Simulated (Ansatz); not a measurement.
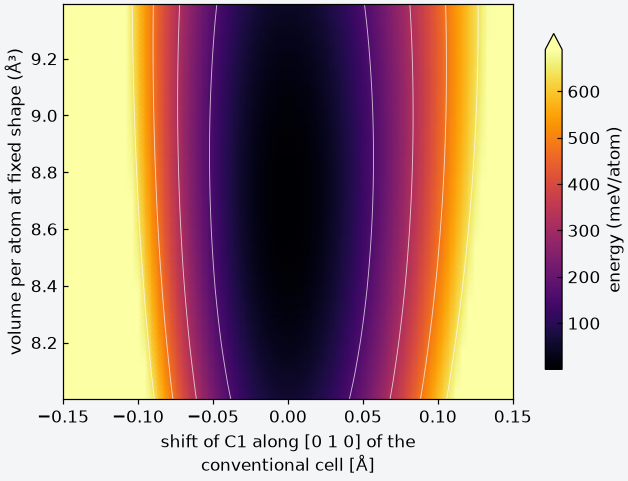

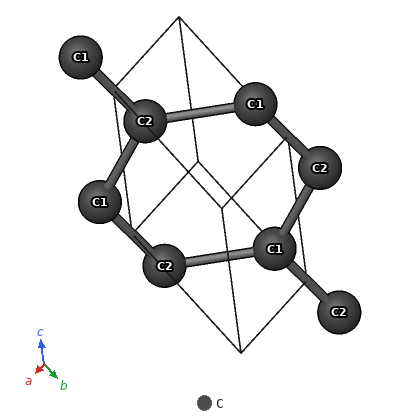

Energy landscape of C (Fmmm, No. 69; 2 atoms in the cell). The energy is mapped over a free internal coordinate and the cell. First axis: shift of C1 along [0 1 0] of the conventional cell, Cartesian (0 1 0), its symmetry partners moved as symmetry demands (measured in the relaxed cell). Second axis: volume per atom at fixed shape. Nothing is relaxed (all other coordinates fixed). The scan uses a 7 × 7 grid. Points are written as (first, second). Energies: meV/atom, counted from the lowest grid point. The band gap closes in part of the range. Method: DFT PBEsol+D3(BJ), scalar-relativistic, plane waves, PAW in Ansatz. Settings: cutoff 520 eV, k-mesh 16×16×16, gaussian smearing 0.03 eV, no spin polarisation.

Drawn: a smooth colour map with a few white contour lines, one colour for all values above the top of the scale. Between grid points the surface is interpolated. The second picture is the structure at the lowest point

Where are the wells?

The lowest grid point is at (0.00 Å, 8.697 Å³). It is the only kind of minimum in the scanned range. The highest grid point, (−0.15 Å, 8.001 Å³), lies 1931 meV/atom above the lowest.

Grid values (meV/atom):

| second ↓, first → | −0.15 | −0.10 | −0.05 | 0.00 | 0.05 | 0.10 | 0.15 |
| --- | --- | --- | --- | --- | --- | --- | --- |
| 9.393 | 1423 | 593 | 173 | 46 | 156 | 444 | 802 |
| 9.161 | 1471 | 598 | 155 | 21 | 136 | 437 | 812 |
| 8.929 | 1532 | 613 | 146 | 6 | 126 | 441 | 832 |
| 8.697 | 1606 | 640 | 148 | 0 | 126 | 456 | 864 |
| 8.465 | 1696 | 680 | 162 | 6 | 139 | 483 | 910 |
| 8.233 | 1804 | 735 | 189 | 25 | 164 | 526 | 972 |
| 8.001 | 1931 | 807 | 232 | 60 | 205 | 584 | 1051 |

Time for the 49 points that were run: 13 min on 1 thread of Arm Neoverse N1, with other jobs on the host.

PAW datasets: the set soft_1.
